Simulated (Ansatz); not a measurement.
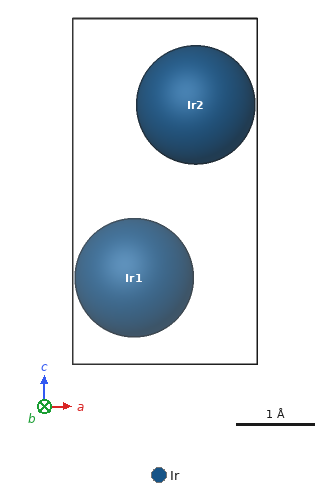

Figure 1. The input geometry of the first run (spheres-only view of the cell of the calculation, along the b axis; atoms are numbered from 1 in the order of the input). An atom can appear more than once, as a periodic image.

# Ir: one change and its effect

System: Ir (P6₃/mmc, 2 atoms in the cell).
Method of the first run: Kohn-Sham DFT of a periodic cell, RPBE with D4, Ansatz PAW, no spin polarisation (Ansatz 0.2.0).

The structure derives from a Materials Project entry. Text and figures count atoms from 1; the logs count them from 0 in places.

**Input file, the first run**
```yaml
crystal:
  lattice:
    - [2.7513778946, 0.0, 0.0]
    - [-1.3756889473, 2.3827631521, 0.0]
    - [0.0, 0.0, 4.46229]
  atoms:
    - { symbol: Ir, position: [0.3333333333, 0.6666666667, 0.25] }
    - { symbol: Ir, position: [0.6666666667, 0.3333333333, 0.75] }
hamiltonian:
  xc: rpbe
  pseudopotentials: { kind: paw }
  dispersion: d4
kpoints:
  mp_grid: { grid: [11, 11, 6] }
scf:
  occupations: { method: fermi_dirac, width: 0.05 }
output:
  forces: true
  stress: true
  eigenvalues: true
relax:
  f_tol: 0.01
  max_steps: 40
  cell: { stress_tol: 0.05 }
```

Command:
```bash
ansatz run input.yaml --threads 2 --pin off --max-ram 5632MiB --backend cpu --events-out ev --progress --plain --runs-dir out
```

Hardware: 2 threads of Arm Neoverse V2, 24 GiB of memory available, shared host.

**Output, shortened to warnings, some set-up lines, iterations and results (the first run)**
```
Basis set: ecut = 420 eV, 573 PW (Γ), exchange–correlation on 40×40×60 points (8 copies of the dense FFT grid, shifted against one another)
Symmetry: 24 space group operations
k-points: 64 of 726
Initial density: superposition of atomic densities (neutral atoms: chi_scale 0, normalization atom), corrected by the library's trained network
[...]
SCF iter   1: F=—  HF=-23900.686652 eV  |F-HF|=—  |Δ(HF+E_count)|=         —  Δρ=8.66e-3  dr2=5.64e-3  ethr=1.77e-3  ⟨swp⟩=4.7  Hψ=5256  notcnv=0
SCF iter   2: F=—  HF=-23900.691641 eV  |F-HF|=—  |Δ(HF+E_count)|=   4.99e-3  Δρ=5.10e-3  dr2=2.13e-3  ethr=1.66e-5  ⟨swp⟩=2.0  Hψ=2233  notcnv=0
SCF iter   3: F=—  HF=-23900.693907 eV  |F-HF|=—  |Δ(HF+E_count)|=   2.27e-3  Δρ=3.17e-4  dr2=8.25e-6  ethr=6.28e-6  ⟨swp⟩=2.0  Hψ=1936  notcnv=0
SCF iter   4: F=—  HF=-23900.693945 eV  |F-HF|=—  |Δ(HF+E_count)|=   3.85e-5  Δρ=7.38e-5  dr2=1.44e-6  ethr=2.43e-8  ⟨swp⟩=2.0  Hψ=1960  notcnv=0
SCF iter   5: F=-23900.693945 eV  HF=-23900.693945 eV  |F-HF|=3.51e-9  |Δ(HF+E_count)|=   3.78e-7  Δρ=7.99e-6  dr2=9.11e-9  ethr=4.22e-9  ⟨swp⟩=2.6  Hψ=2386  notcnv=0
[... 55 lines ...]
SCF iter   5: F=-23900.749348 eV  HF=-23900.749348 eV  |F-HF|=1.09e-11  |Δ(HF+E_count)|=  7.28e-12  Δρ=3.34e-8  dr2=1.26e-13  ethr=1.00e-12  ⟨swp⟩=1.0  Hψ=1344  notcnv=0
SCF iter   6: F=-23900.749348 eV  HF=-23900.749348 eV  |F-HF|=7.28e-12  |Δ(HF+E_count)|=  1.46e-11  Δρ=1.07e-8  dr2=1.64e-14  ethr=1.00e-12  ⟨swp⟩=1.0  Hψ=1344  notcnv=0
SCF iter   7: F=-23900.749348 eV  HF=-23900.749348 eV  |F-HF|=0.00e0  |Δ(HF+E_count)|=  7.28e-12  Δρ=2.56e-9  dr2=8.06e-16  ethr=1.00e-12  ⟨swp⟩=2.0  Hψ=3825  notcnv=0
SCF 8 converged in 7 iterations: F = -23900.749348 eV  dr2 = 8.06e-16
relax step   8: F+E_penalty+E_count = -23900.74934839 eV  Δ(F+E_penalty+E_count) = -3.992e-6 eV  max|allowed force component| = 1.249e-16 eV/Å  Δτ_max = 0.0000 Å  P = -0.000 …
basis re-selected at this cell: Δ(F+E_penalty+E_count) = -3.992e-6 eV, ΔP = -0.000 GPa vs the last step (what re-selecting the basis moved, of the pressure what is left beyond the Pulay correction that the steps carried, after the strain that the cell walked since its last selection, with what the …
SCF converged after 7 iterations
Free energy (F): -23900.749348 eV
Harris-Foulkes:  -23900.749348 eV  (|F-HF|=0.00e0)
Internal energy: -23900.725432 eV  (E = F + TS)
E sigma→0 (E₀):  -23900.737390 eV
Entropy (-TS):   -0.023917 eV (-11.958 meV/atom)
Fermi energy:    26.273856 eV
--- Per-component energies (eV) ---
  E_band       = -153.872272
  E_kinetic    = 1248.427278
  E_local      = -2108.511240  (includes V_loc(G=0)·N_el)
  E_nonlocal   = 143.619872
  E_hartree    = 813.009086
  E_xc         = -537.321529
  E_vxc        = -601.284099  (∫ρ·V_xc dr)
  E_paw        = -18473.484756  (= ΣΔE_a)
  E_vpaw       = -462.142374  (= ΣTr[D̂ρ^β])
  E_aug_tail   = 0.000119  (compensation charges beyond the density's cutoff)
  E_ewald      = -4982.917414
  E_disp       = -3.483803  (pairwise vdW)
  E_core_change = -0.063044  (= ΣΔE_core)
  E_smearing   = -0.023917  (= −TS)
  E_closure    = 0.000000  (closes the sum)
  Σ components = -23900.749348   (vs F -23900.749348, Δ=0.00e0)
--- Forces (eV/Å), atoms counted from 1 ---
  atom   1  Ir     0.00000000     0.00000000     0.00000000
  atom   2  Ir     0.00000000    -0.00000000     0.00000000
  max |Σ_I F_I| component: 3.70e-17 eV/Å
--- Stress (GPa, compression-positive) ---
       -0.000650       0.000000      -0.000000
        0.000000      -0.000650       0.000000
       -0.000000       0.000000       0.000362
  P = ⅓ Tr σ = -0.0003 GPa (-0.003 kbar)
--- Relaxed structure (6 steps of the walk, 5 accepted, 2 SCFs on fresh bases) ---
  F+E_penalty+E_count = -23900.74934839 eV   max|allowed force component| = 1.249e-16 eV/Å   (the final SCF, on the basis selected at the relaxed cell)
  cell:  # Å, volume = 28.0662 Å³
    - [2.713386036423866, 0.0, 0.0]
    - [-1.356693018211933, 2.3498612378170365, 0.0]
    - [0.0, 0.0, 4.401791300980729]
  atoms:
    - { symbol: Ir, position: [0.3333333333333333, 0.6666666666666666, 0.25] }
    - { symbol: Ir, position: [0.6666666666666666, 0.3333333333333333, 0.7500000000000001] }
```

For the second run the input was changed thus:
```diff
-  xc: rpbe
+  xc: pbesol
```

How does the second run compare with the first run?

The total energies belong to different methods, so their difference says nothing on which is more stable or more accurate. The volume per atom goes from 14.03 to 13.92 Å³. The functional changes from RPBE to PBEsol. The SCF takes 36 iterations over all geometry steps against 49.

**Output, shortened to warnings, some set-up lines, iterations and results (the second run)**
```
Basis set: ecut = 420 eV, 573 PW (Γ), exchange–correlation on 40×40×60 points (8 copies of the dense FFT grid, shifted against one another)
Symmetry: 24 space group operations
k-points: 64 of 726
Initial density: superposition of atomic densities (neutral atoms: chi_scale 0, normalization atom), corrected by the library's trained network
[...]
SCF iter   1: F=—  HF=-23598.904670 eV  |F-HF|=—  |Δ(HF+E_count)|=         —  Δρ=1.14e-2  dr2=2.00e-2  ethr=1.77e-3  ⟨swp⟩=4.8  Hψ=5260  notcnv=0
SCF iter   2: F=—  HF=-23598.903336 eV  |F-HF|=—  |Δ(HF+E_count)|=   1.33e-3  Δρ=6.45e-3  dr2=6.43e-3  ethr=5.88e-5  ⟨swp⟩=1.2  Hψ=1890  notcnv=0
SCF iter   3: F=—  HF=-23598.902460 eV  |F-HF|=—  |Δ(HF+E_count)|=   8.76e-4  Δρ=3.60e-4  dr2=1.80e-5  ethr=1.89e-5  ⟨swp⟩=2.0  Hψ=1878  notcnv=0
SCF iter   4: F=—  HF=-23598.902486 eV  |F-HF|=—  |Δ(HF+E_count)|=   2.59e-5  Δρ=4.81e-5  dr2=5.73e-7  ethr=5.28e-8  ⟨swp⟩=2.0  Hψ=1929  notcnv=0
SCF iter   5: F=-23598.902486 eV  HF=-23598.902486 eV  |F-HF|=1.05e-9  |Δ(HF+E_count)|=   1.62e-7  Δρ=6.11e-6  dr2=3.73e-9  ethr=1.68e-9  ⟨swp⟩=2.3  Hψ=2186  notcnv=0
[... 38 lines ...]
SCF iter   4: F=—  HF=-23598.982704 eV  |F-HF|=—  |Δ(HF+E_count)|=  8.99e-10  Δρ=1.73e-6  dr2=1.79e-10  ethr=1.34e-11  ⟨swp⟩=2.0  Hψ=2438  notcnv=0
SCF iter   5: F=-23598.982704 eV  HF=-23598.982704 eV  |F-HF|=7.28e-12  |Δ(HF+E_count)|=  1.20e-10  Δρ=1.18e-7  dr2=9.37e-13  ethr=1.00e-12  ⟨swp⟩=1.0  Hψ=1344  notcnv=0
SCF iter   6: F=-23598.982704 eV  HF=-23598.982704 eV  |F-HF|=0.00e0  |Δ(HF+E_count)|=  7.28e-12  Δρ=1.61e-8  dr2=2.47e-14  ethr=1.00e-12  ⟨swp⟩=3.1  Hψ=5153  notcnv=0
SCF 6 converged in 6 iterations: F = -23598.982704 eV  dr2 = 2.47e-14
relax step   6: F+E_penalty+E_count = -23598.98270411 eV  Δ(F+E_penalty+E_count) = +7.454e-4 eV  max|allowed force component| = 1.480e-16 eV/Å  Δτ_max = 0.0000 Å  P = +0.045 …
basis re-selected at this cell: Δ(F+E_penalty+E_count) = +7.454e-4 eV, ΔP = +0.044 GPa vs the last step (what re-selecting the basis moved, of the pressure what is left beyond the Pulay correction that the steps carried, after the strain that the cell walked since its last selection, with what the …
SCF converged after 6 iterations
Free energy (F): -23598.982704 eV
Harris-Foulkes:  -23598.982704 eV  (|F-HF|=0.00e0)
Internal energy: -23598.959288 eV  (E = F + TS)
E sigma→0 (E₀):  -23598.970996 eV
Entropy (-TS):   -0.023416 eV (-11.708 meV/atom)
Fermi energy:    26.283446 eV
--- Per-component energies (eV) ---
  E_band       = -155.182452
  E_kinetic    = 1248.240163
  E_local      = -2096.573481  (includes V_loc(G=0)·N_el)
  E_nonlocal   = 151.726048
  E_hartree    = 805.462587
  E_xc         = -533.708079
  E_vxc        = -600.328309  (∫ρ·V_xc dr)
  E_paw        = -18177.593142  (= ΣΔE_a)
  E_vpaw       = -469.172147  (= ΣTr[D̂ρ^β])
  E_aug_tail   = 0.000104  (compensation charges beyond the density's cutoff)
  E_ewald      = -4995.951603
  E_disp       = -1.092456  (pairwise vdW)
  E_core_change = 0.530570  (= ΣΔE_core)
  E_smearing   = -0.023416  (= −TS)
  E_closure    = -0.000000  (closes the sum)
  Σ components = -23598.982704   (vs F -23598.982704, Δ=0.00e0)
--- Forces (eV/Å), atoms counted from 1 ---
  atom   1  Ir     0.00000000     0.00000000     0.00000000
  atom   2  Ir     0.00000000    -0.00000000     0.00000000
  max |Σ_I F_I| component: 0.00e0 eV/Å
--- Stress (GPa, compression-positive) ---
        0.043694      -0.000000       0.000000
       -0.000000       0.043694       0.000000
        0.000000       0.000000       0.048432
  P = ⅓ Tr σ = 0.0453 GPa (0.453 kbar)
--- Relaxed structure (5 steps of the walk, 4 accepted, 1 SCFs on fresh bases) ---
  F+E_penalty+E_count = -23598.98270411 eV   max|allowed force component| = 1.480e-16 eV/Å   (the final SCF, on the basis selected at the relaxed cell)
  cell:  # Å, volume = 27.8470 Å³
    - [2.706679800028275, 2.8662221122857445e-35, 0.0]
    - [-1.3533399000141375, 2.3440534667346706, 0.0]
    - [0.0, 0.0, 4.389084938845526]
  atoms:
    - { symbol: Ir, position: [0.3333333333333333, 0.6666666666666666, 0.24999999999999997] }
    - { symbol: Ir, position: [0.6666666666666666, 0.3333333333333333, 0.7499999999999999] }
```

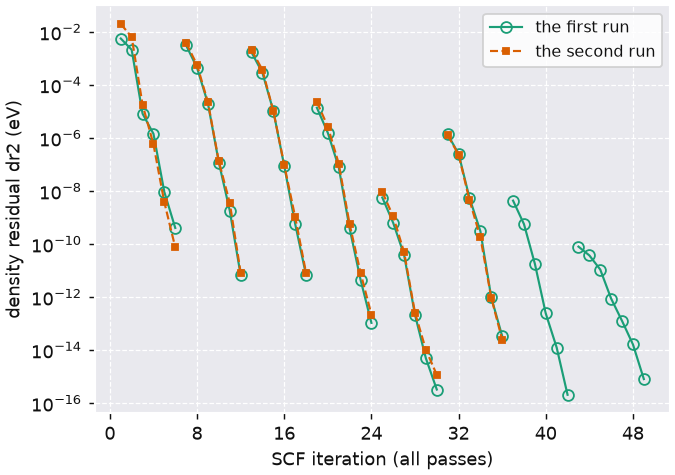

Figure 2. Convergence of the two runs: density residual dr2 against the SCF iteration. A break in a curve parts two SCF passes. The first run takes 49 iterations in all, and the second run takes 36.

**The two runs side by side**

| quantity | the first run | the second run |
| --- | --- | --- |
| outcome | converged | converged |
| free energy per atom (eV) | −11950.3747 | −11799.4914 |
| energy per atom, smearing taken to zero (eV) | −11950.3687 | −11799.4855 |
| gap on the mesh (eV) | 0.00 | 0.00 |
| pressure (GPa) | 0.00 | 0.05 |
| volume per atom (Å³) | 14.03 | 13.92 |
| largest force (eV/Å) | 0.000 | 0.000 |
| SCF iterations | 49 | 36 |
| irreducible k-points | 64 | 64 |
| wall time (shared host) | 7.4 s | 5.6 s |

For both runs: Spin–orbit coupling is left out, which matters for Ir. For the first run: Points of doubt noted for this run: forces on files of another functional.
